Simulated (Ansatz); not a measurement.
Ga₅O₈: geometry relaxation (part 2 of 4)

Continued. System: Ga₅O₈ (defect cell, 39 atoms in the cell). Method: DFT PBE, scalar-relativistic, plane waves, PAW, spin-polarised (Ansatz 0.2.0); cutoff 420 eV, 2×2×2 k-mesh, Gaussian smearing of 0.02 eV, collinear spins. The structure derives from a Materials Project entry. It belongs to a series of runs on one base structure; here: V_Ga, charge +0, atoms relaxed at the host's cell.

The program's output, continued:
```
SCF iter   1: F=—  HF=-70367.690986 eV  |F-HF|=—  |Δ(HF+E_count)|=         —  Δρ=1.42e-2 (↑6.11e-3 ↓1.42e-2)  dr2=6.26e-1  dr2_m=2.70e-1  M=3.000 μB ∫|m|=3.279 μB  β_m=0.30  ethr=1.85e-4  ⟨swp⟩=1.0  Hψ=4520  notcnv=0  defer=273
preconditioner: auto → Resta (q_TF=auto, 2.614 Å⁻¹)  ε∞=4.6  [insulator: Δε(μ)=0.026 eV  Ē_g=17.235 eV  σ=0.020 eV  W_gap=0.63  n_scr=128 (ndim 8)  ℏωp=32.6 eV  f_vac=0.031  D(μ)=12.70/eV (n_scr^D=88)  ε∞_Penn≈4.6]
spin=Collinear: Resta preconditioning applied to the charge; magnetization (m = ρ↑ − ρ↓) channel mixes plain (no charge-response kernel on spin).
SCF iter   2: F=—  HF=-70367.783245 eV  |F-HF|=—  |Δ(HF+E_count)|=   9.23e-2  Δρ=1.21e-2 (↑4.63e-3 ↓1.21e-2)  dr2=7.65e-1  dr2_m=1.69e-1  M=3.000 μB ∫|m|=3.276 μB  β_m=0.27  ethr=1.85e-4  ⟨swp⟩=2.1  Hψ=2647  notcnv=0  defer=273
SCF iter   3: F=—  HF=-70367.794002 eV  |F-HF|=—  |Δ(HF+E_count)|=   1.08e-2  Δρ=9.57e-3 (↑3.67e-3 ↓9.57e-3)  dr2=3.02e-1  dr2_m=1.21e-1  M=3.000 μB ∫|m|=3.272 μB  β_m=0.30  ethr=1.85e-4  ⟨swp⟩=2.0  Hψ=2268  notcnv=0  defer=273
SCF iter   4: F=—  HF=-70367.857255 eV  |F-HF|=—  |Δ(HF+E_count)|=   6.33e-2  Δρ=1.02e-2 (↑2.33e-3 ↓1.02e-2)  dr2=6.19e-1  dr2_m=1.04e-1  M=3.000 μB ∫|m|=3.277 μB  β_m=0.22  ethr=8.90e-5  ⟨swp⟩=2.0  Hψ=2191  notcnv=0  defer=273
SCF iter   5: F=—  HF=-70367.858778 eV  |F-HF|=—  |Δ(HF+E_count)|=   1.52e-3  Δρ=2.50e-3 (↑1.03e-3 ↓2.50e-3)  dr2=2.56e-2  dr2_m=8.52e-3  M=3.000 μB ∫|m|=3.270 μB  β_m=0.21  ethr=8.90e-5  ⟨swp⟩=2.0  Hψ=1496  notcnv=0  defer=273
SCF iter   6: F=—  HF=-70367.864335 eV  |F-HF|=—  |Δ(HF+E_count)|=   5.56e-3  Δρ=9.69e-4 (↑4.90e-4 ↓9.69e-4)  dr2=4.18e-3  dr2_m=1.28e-3  M=3.000 μB ∫|m|=3.270 μB  β_m=0.22  ethr=7.55e-6  ⟨swp⟩=1.9  Hψ=2489  notcnv=0  defer=273
SCF iter   7: F=—  HF=-70367.865136 eV  |F-HF|=—  |Δ(HF+E_count)|=   8.01e-4  Δρ=5.40e-4 (↑3.41e-4 ↓5.40e-4)  dr2=1.27e-3  dr2_m=3.32e-4  M=3.000 μB ∫|m|=3.270 μB  β_m=0.40  ethr=1.23e-6  ⟨swp⟩=2.0  Hψ=2541  notcnv=0  defer=273
SCF iter   8: F=—  HF=-70367.865580 eV  |F-HF|=—  |Δ(HF+E_count)|=   4.44e-4  Δρ=6.17e-4 (↑1.45e-4 ↓6.17e-4)  dr2=2.43e-3  dr2_m=3.75e-4  M=3.000 μB ∫|m|=3.270 μB  β_m=0.35  ethr=3.74e-7  ⟨swp⟩=2.0  Hψ=2628  notcnv=0  defer=273
SCF iter   9: F=—  HF=-70367.865556 eV  |F-HF|=—  |Δ(HF+E_count)|=   2.40e-5  Δρ=2.72e-4 (↑9.26e-5 ↓2.72e-4)  dr2=4.03e-4  dr2_m=7.73e-5  M=3.000 μB ∫|m|=3.271 μB  β_m=0.35  ethr=3.74e-7  ⟨swp⟩=2.0  Hψ=2647  notcnv=0  defer=273
SCF iter  10: F=—  HF=-70367.865571 eV  |F-HF|=—  |Δ(HF+E_count)|=   1.47e-5  Δρ=1.50e-4 (↑5.33e-5 ↓1.50e-4)  dr2=8.23e-5  dr2_m=2.84e-5  M=3.000 μB ∫|m|=3.271 μB  β_m=0.48  ethr=1.19e-7  ⟨swp⟩=2.1  Hψ=1746  notcnv=0  defer=273
SCF iter  11: F=—  HF=-70367.865598 eV  |F-HF|=—  |Δ(HF+E_count)|=   2.73e-5  Δρ=1.84e-4 (↑3.42e-5 ↓1.84e-4)  dr2=1.95e-4  dr2_m=3.23e-5  M=3.000 μB ∫|m|=3.271 μB  β_m=0.44  ethr=2.34e-8  ⟨swp⟩=17.8  Hψ=15821  notcnv=0
SCF iter  12: F=—  HF=-70367.865609 eV  |F-HF|=—  |Δ(HF+E_count)|=   1.12e-5  Δρ=2.13e-4 (↑3.57e-5 ↓2.13e-4)  dr2=3.03e-4  dr2_m=3.88e-5  M=3.000 μB ∫|m|=3.271 μB  β_m=0.32  ethr=2.43e-8  ⟨swp⟩=2.1  Hψ=2608  notcnv=0
iter 13 did not close the SCF: its close was put off for a magnetic moment that had not settled (scf_convergence_deferred on its scf_iter line)
SCF iter  13: F=-70367.865554 eV  HF=-70367.865599 eV  |F-HF|=4.55e-5  |Δ(HF+E_count)|=   1.01e-5  Δρ=9.84e-5 (↑2.30e-5 ↓9.84e-5)  dr2=6.00e-5  dr2_m=8.69e-6  M=3.000 μB ∫|m|=3.271 μB  β_m=0.27  ethr=2.34e-8  ⟨swp⟩=8.8  Hψ=12087  notcnv=0
SCF iter  14: F=-70367.865591 eV  HF=-70367.865599 eV  |F-HF|=7.23e-6  |Δ(HF+E_count)|=   4.83e-7  Δρ=4.00e-5 (↑1.20e-5 ↓4.00e-5)  dr2=1.08e-5  dr2_m=1.58e-6  M=3.000 μB ∫|m|=3.271 μB  ethr=1.77e-8  ⟨swp⟩=9.0  Hψ=11306  notcnv=0
SCF 2 converged in 14 iterations: F = -70367.865591 eV  dr2 = 1.08e-5
[... from here on the iterations of each SCF are left out, up to the last one ...]
relax step   2: F+E_penalty+E_count = -70367.86559135 eV  Δ(F+E_penalty+E_count) = -5.291e-1 eV  max|allowed force component| = 7.430e-1 eV/Å  Δτ_max = 0.1668 Å  (14 SCF iters, dr2 threshold 7.92e-5 eV, accepted)
[... from here on the SCF iterations and repeated set-up lines of each step are left out, up to the last step ...]
SCF 3 converged in 14 iterations: F = -70368.151346 eV  dr2 = 6.36e-6
relax step   3: F+E_penalty+E_count = -70368.15134560 eV  Δ(F+E_penalty+E_count) = -2.858e-1 eV  max|allowed force component| = 5.904e-1 eV/Å  Δτ_max = 0.2000 Å  (14 SCF iters, dr2 threshold 3.45e-5 eV, accepted)
SCF 4 converged in 11 iterations: F = -70368.074074 eV  dr2 = 1.83e-5
relax step   4: F+E_penalty+E_count = -70368.07407383 eV  Δ(F+E_penalty+E_count) = +7.727e-2 eV  max|allowed force component| = 6.975e-1 eV/Å  Δτ_max = 0.1466 Å  (11 SCF iters, dr2 threshold 1.00e-4 eV, rejected (line search))
SCF 5 converged in 17 iterations: F = -70368.262399 eV  dr2 = 3.86e-8
relax step   5: F+E_penalty+E_count = -70368.26239948 eV  Δ(F+E_penalty+E_count) = -1.111e-1 eV  max|allowed force component| = 1.254e-1 eV/Å  Δτ_max = 0.0715 Å  (17 SCF iters, accepted)
SCF 6 converged in 12 iterations: F = -70368.272890 eV  dr2 = 2.99e-7
relax step   6: F+E_penalty+E_count = -70368.27289011 eV  Δ(F+E_penalty+E_count) = -1.049e-2 eV  max|allowed force component| = 6.205e-2 eV/Å  Δτ_max = 0.0454 Å  (12 SCF iters, dr2 threshold 9.82e-7 eV, accepted)
SCF 7 converged in 12 iterations: F = -70368.275233 eV  dr2 = 3.97e-9
relax step   7: F+E_penalty+E_count = -70368.27523338 eV  Δ(F+E_penalty+E_count) = -2.343e-3 eV  max|allowed force component| = 3.178e-2 eV/Å  Δτ_max = 0.0130 Å  (12 SCF iters, accepted)
SCF iter   1: F=—  HF=-70368.275624 eV  |F-HF|=—  |Δ(HF+E_count)|=         —  Δρ=1.01e-3 (↑5.15e-4 ↓1.01e-3)  dr2=4.48e-3  dr2_m=1.02e-3  M=3.000 μB ∫|m|=3.285 μB  β_m=0.30  ethr=1.45e-5  ⟨swp⟩=2.0  Hψ=2487  notcnv=0  defer=270
preconditioner: auto → Resta (q_TF=auto, 2.614 Å⁻¹)  ε∞=4.6  [insulator: Δε(μ)=0.107 eV  Ē_g=17.228 eV  σ=0.020 eV  W_gap=1.00  n_scr=128 (ndim 8)  ℏωp=32.6 eV  f_vac=0.036  D(μ)=0.01/eV (n_scr^D=0)  ε∞_Penn≈4.6]
spin=Collinear: Resta preconditioning applied to the charge; magnetization (m = ρ↑ − ρ↓) channel mixes plain (no charge-response kernel on spin).
SCF iter   2: F=—  HF=-70368.275459 eV  |F-HF|=—  |Δ(HF+E_count)|=   1.64e-4  Δρ=5.19e-4 (↑3.85e-4 ↓5.19e-4)  dr2=1.06e-3  dr2_m=2.90e-4  M=3.000 μB ∫|m|=3.284 μB  β_m=0.33  ethr=1.32e-6  ⟨swp⟩=1.0  Hψ=1936  notcnv=0  defer=270
SCF iter   3: F=—  HF=-70368.275491 eV  |F-HF|=—  |Δ(HF+E_count)|=   3.21e-5  Δρ=4.01e-4 (↑2.57e-4 ↓4.01e-4)  dr2=5.27e-4  dr2_m=1.94e-4  M=3.000 μB ∫|m|=3.284 μB  β_m=0.43  ethr=3.12e-7  ⟨swp⟩=2.0  Hψ=2126  notcnv=0  defer=270
SCF iter   4: F=—  HF=-70368.275576 eV  |F-HF|=—  |Δ(HF+E_count)|=   8.46e-5  Δρ=1.77e-4 (↑6.74e-5 ↓1.77e-4)  dr2=1.91e-4  dr2_m=3.03e-5  M=3.000 μB ∫|m|=3.284 μB  β_m=0.38  ethr=1.55e-7  ⟨swp⟩=2.1  Hψ=2617  notcnv=0  defer=270
SCF iter   5: F=—  HF=-70368.275579 eV  |F-HF|=—  |Δ(HF+E_count)|=   2.55e-6  Δρ=4.64e-5 (↑3.22e-5 ↓4.64e-5)  dr2=1.51e-5  dr2_m=2.52e-6  M=3.000 μB ∫|m|=3.284 μB  β_m=0.50  ethr=5.62e-8  ⟨swp⟩=2.1  Hψ=1869  notcnv=0  defer=270
SCF iter   6: F=—  HF=-70368.276051 eV  |F-HF|=—  |Δ(HF+E_count)|=   4.72e-4  Δρ=4.41e-5 (↑2.01e-5 ↓4.41e-5)  dr2=1.46e-5  dr2_m=1.62e-6  M=3.000 μB ∫|m|=3.284 μB  β_m=0.51  ethr=4.47e-9  ⟨swp⟩=2.0  Hψ=2567  notcnv=0  defer=270
SCF iter   7: F=—  HF=-70368.276051 eV  |F-HF|=—  |Δ(HF+E_count)|=  5.97e-10  Δρ=2.57e-5 (↑7.12e-6 ↓2.57e-5)  dr2=4.06e-6  dr2_m=5.59e-7  M=3.000 μB ∫|m|=3.284 μB  β_m=0.45  ethr=4.32e-9  ⟨swp⟩=2.0  Hψ=2169  notcnv=0  defer=270
SCF iter   8: F=—  HF=-70368.276050 eV  |F-HF|=—  |Δ(HF+E_count)|=   2.88e-7  Δρ=6.55e-6 (↑3.93e-6 ↓6.55e-6)  dr2=2.48e-7  dr2_m=4.51e-8  M=3.000 μB ∫|m|=3.284 μB  β_m=0.52  ethr=1.20e-9  ⟨swp⟩=2.0  Hψ=2203  notcnv=0  defer=270
SCF iter   9: F=—  HF=-70368.276050 eV  |F-HF|=—  |Δ(HF+E_count)|=   1.09e-7  Δρ=5.97e-6 (↑1.98e-6 ↓5.97e-6)  dr2=1.94e-7  dr2_m=3.72e-8  M=3.000 μB ∫|m|=3.284 μB  β_m=0.59  ethr=2.95e-11  ⟨swp⟩=12.4  Hψ=10892  notcnv=0
SCF iter  10: F=—  HF=-70368.276050 eV  |F-HF|=—  |Δ(HF+E_count)|=   4.69e-8  Δρ=4.37e-6 (↑1.78e-6 ↓4.37e-6)  dr2=1.39e-7  dr2_m=1.35e-8  M=3.000 μB ∫|m|=3.284 μB  β_m=0.52  ethr=5.72e-11  ⟨swp⟩=2.0  Hψ=2642  notcnv=0
SCF iter  11: F=-70368.276050 eV  HF=-70368.276050 eV  |F-HF|=2.49e-8  |Δ(HF+E_count)|=  8.88e-10  Δρ=2.05e-6 (↑7.33e-7 ↓2.05e-6)  dr2=3.25e-8  dr2_m=2.79e-9  M=3.000 μB ∫|m|=3.284 μB  ethr=2.95e-11  ⟨swp⟩=5.6  Hψ=9709  notcnv=0
SCF 8 converged in 11 iterations: F = -70368.276050 eV  dr2 = 3.25e-8
relax step   8: F+E_penalty+E_count = -70368.27605041 eV  Δ(F+E_penalty+E_count) = -8.170e-4 eV  max|allowed force component| = 1.519e-2 eV/Å  Δτ_max = 0.0079 Å  (11 SCF iters, accepted)
```

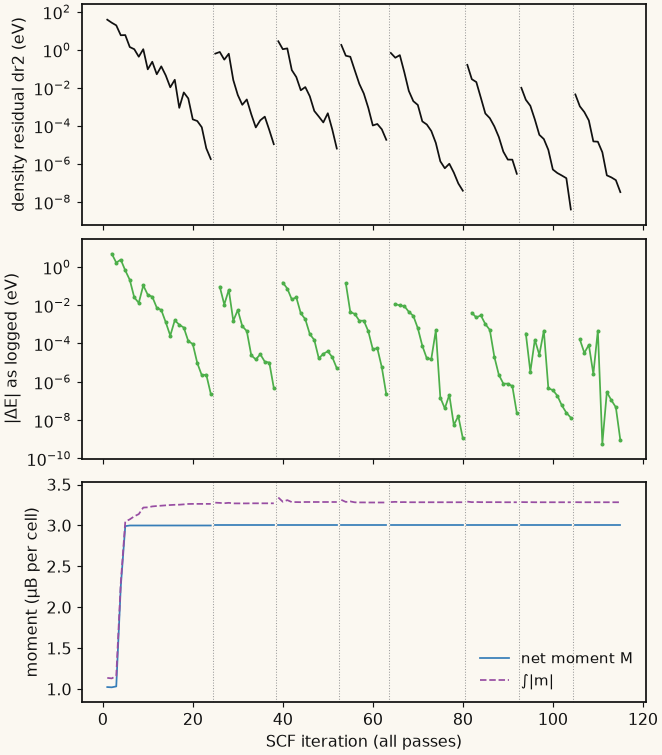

Fig. 1: Convergence of the self-consistent field: density residual dr2, size of the energy change and magnetic moment against the SCF iteration. The dotted lines part the SCF passes of the relaxation: geometry steps, rejected trials and re-solves on a re-selected basis. The 8 passes take 11 to 24 iterations each, 115 in all. The net moment goes from 1.0 to 3.0 μB per cell.

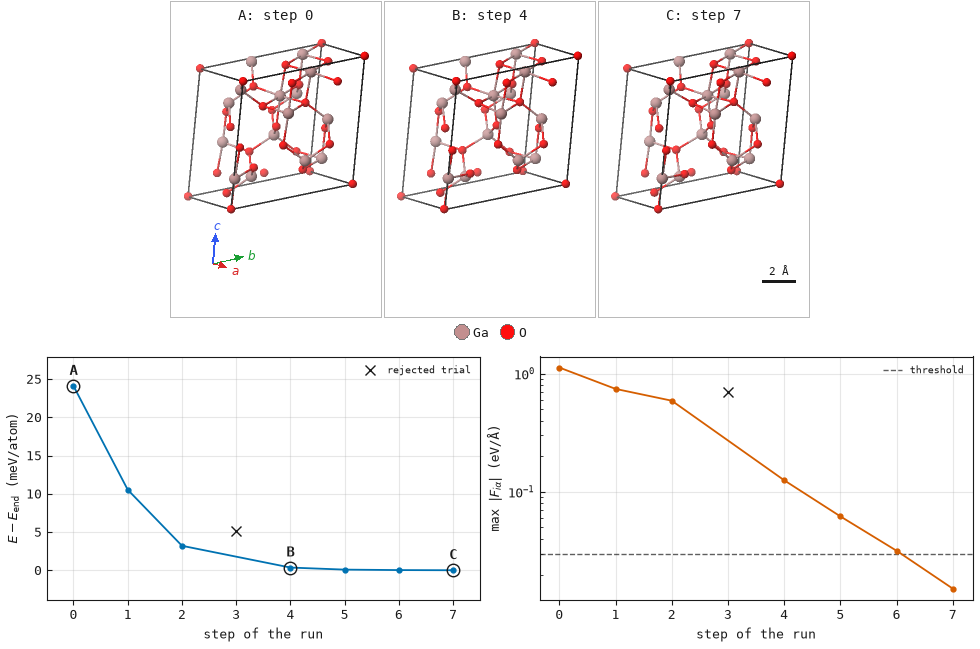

Fig. 2: Frames of the relaxation (ball-and-stick view of the cell of the calculation (origin shifted), seen slightly off an axis) above the curves, on which the letters mark them (the first geometry is step 0 here and step 1 in the log).

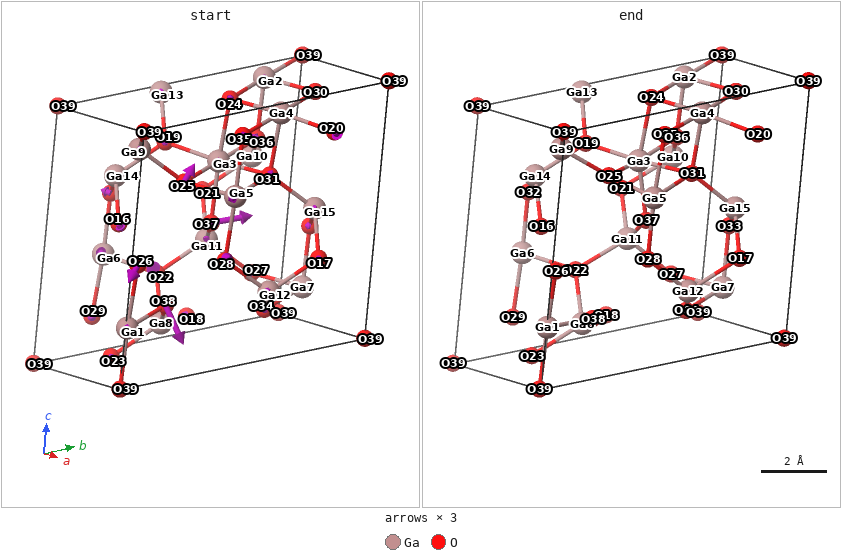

Fig. 3: Before (left) and after (right) the relaxation, at one scale (ball-and-stick view of the cell of the calculation (origin shifted), seen slightly off an axis). The pink arrows give the displacements, magnified 3 times. Over 7 geometry steps the energy falls by 24.1 meV per atom. Largest force component: 1.1 eV/Å at the start, 0.015 eV/Å at the end. The line search rejected the trial step at point 3 (counted from 0) and went back. The largest moves, 0.45 Å, are those of O37 and O38. By element the largest moves are O 0.45 Å, Ga 0.14 Å. The cell doesn't change. Among the contacts that change: Ga1–O26 2.139 → 1.961 Å, Ga5–O28 2.157 → 1.987 Å, Ga6–O22 1.971 → 2.118 Å, Ga5–O25 2.066 → 1.940 Å. Among the angles that change: O25–Ga3–O37 81.3° → 96.1°, O26–Ga1–O38 81.1° → 95.3°, O26–Ga6–O28 83.2° → 96.4°. (Atoms are counted from 1 in the order of the input.)

```
SCF converged after 11 iterations
Magnetization: 3.0000 μB (171.0000 up, 168.0000 down)
Absolute magnetization: 3.2814 μB (∫|ρ↑−ρ↓|, with the PAW one-centre terms)
Spin contamination: 0.0105 ħ² per cell (⟨S²⟩ above its minimum at these occupations)
Per-site moments (μB) at R_I (Å): [(-0.0016762996739755913, 0.8090868646921794), (0.0002550185263025027, 0.8016701162549676), (-0.0015706246936264502, 0.8104898343065741), (-0.0008818956704163051, 0.802838511955652), (-0.00037208954596552223, 0.8001605414283848), (-0.0002161253913427129, 0.7981151688818823), (-0.0006267090567326547, 0.8069365938215202), (0.0012247770276473705, 0.7674265157978248), (0.001082180593540058, 0.7635166644479776), (0.0008726314764901676, 0.76257604875133), (0.001441040763323346, 0.7687664098542735), (0.0004690276062868896, 0.7615834233335298), (7.66976388769836e-5, 0.7645845320164717), (0.0010052713146061285, 0.7625451270412119), (0.0007267903772552683, 0.7629622102801288), (0.45897261961549013, 0.7705612683351547), (0.018329463524346095, 0.7629622102801288), (0.030400733242849403, 0.7645845320164717), (0.01485669211494836, 0.7677622220583372), (0.11617381297811563, 0.7768744783422149), (0.04207259244306608, 0.7687664098542735), (0.166620689805779, 0.7733275115100199), (0.023224972626776228, 0.7674265157978248), (0.009621272312253088, 0.7759713314374299), (0.06665635534117774, 0.7635166644479776), (0.05214663574800495, 0.76257604875133), (0.01304597044082995, 0.7776512827255982), (0.09232935516221108, 0.7615834233335298), (0.015572418372079115, 0.7769303181590547), (0.00906939043696855, 0.7770852094918727), (0.014068949750760826, 0.7718352555519631), (0.018114232195658646, 0.7625451270412119), (0.22693250279491783, 0.7702041247187533), (0.010390898608025174, 0.7655144215820646), (0.19952230425120016, 0.768969243586799), (0.027048767674865, 0.7669221774183291), (0.48870740776630245, 0.7719470420665239), (0.46789203241657584, 0.7676996186514958), (0.03028950869472489, 0.7674364484105299)]
Free energy (F): -70368.276050 eV
Harris-Foulkes:  -70368.276050 eV  (|F-HF|=2.49e-8)
Internal energy: -70368.276046 eV  (E = F + TS)
E sigma→0 (E₀):  -70368.276048 eV
Entropy (-TS):   -0.000005 eV (-0.000 meV/atom)
Fermi energy:    6.955915 eV
--- Per-component energies (eV) ---
  E_band       = -759.330936
  E_kinetic    = 5927.342996
  E_local      = -36825.983233  (includes V_loc(G=0)·N_el)
  E_nonlocal   = 7648.969163
  E_hartree    = 16418.489142
  E_xc         = -2770.338396
  E_vxc        = -3087.726445  (∫ρ·V_xc dr)
  E_paw        = -33764.717644  (= ΣΔE_a)
  E_vpaw       = -7258.967492  (= ΣTr[D̂ρ^β])
  E_aug_tail   = 0.056888  (compensation charges beyond the density's cutoff)
  E_ewald      = -27002.094962
  E_smearing   = -0.000005  (= −TS)
  E_closure    = -0.000000  (closes the sum)
  Σ components = -70368.276050   (vs F -70368.276050, Δ=0.00e0)
```
